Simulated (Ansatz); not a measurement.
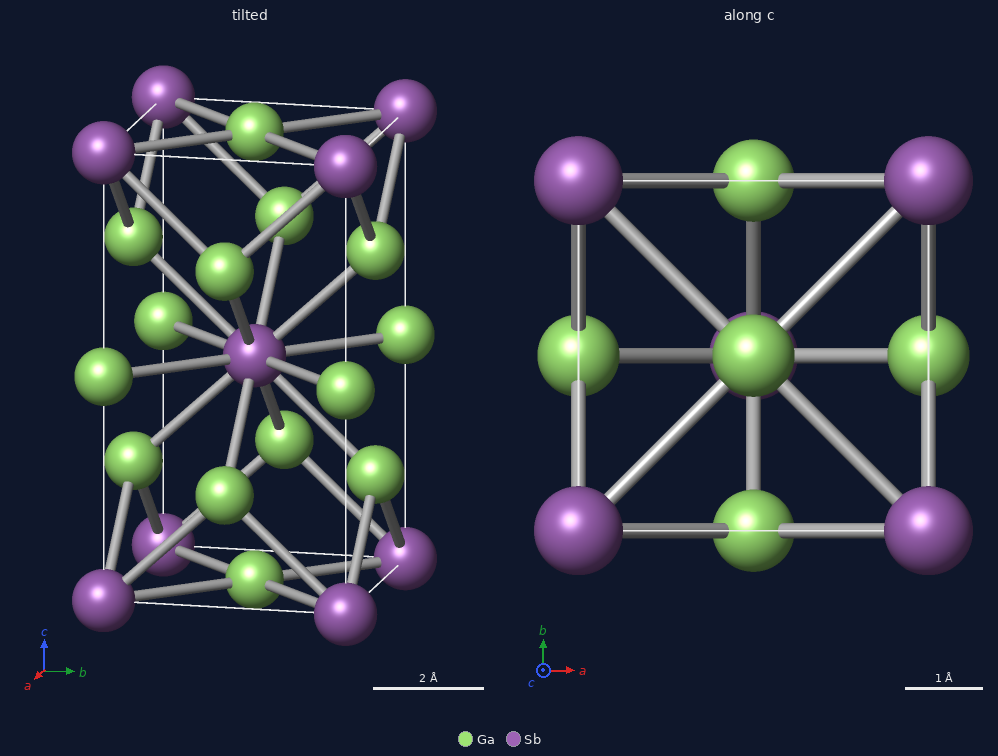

The figure gives a ball-and-stick picture of the atoms, viewed slightly off an axis and along the c axis. The wireframe shows the conventional unit cell.

Ga$_{3}$Sb, space group I4/mmm (No. 139), a = 4.57 Å, b = 4.57 Å, c = 8.44 Å, α = 90.00°, β = 90.00°, γ = 90.00°.

Method: Ansatz 0.2.0, DFT PBE, scalar-relativistic, plane waves, PAW; a kinetic-energy cutoff of 420 eV, k-points about 0.19 Å⁻¹ apart, Gaussian smearing of 0.15 eV, no spin polarisation.

### What is the band gap, if any?

A metal: bands cross the Fermi level.

### What is the pressure at this volume?

The computed pressure is 0.0 GPa, close to zero.

The model was built from a structure listed in the Materials Project. Earlier steps of the study, as a rule a relaxation of our own, may have changed the cell and positions, so they can lie some per cent off the listed ones. It went into a calculation with Ansatz.
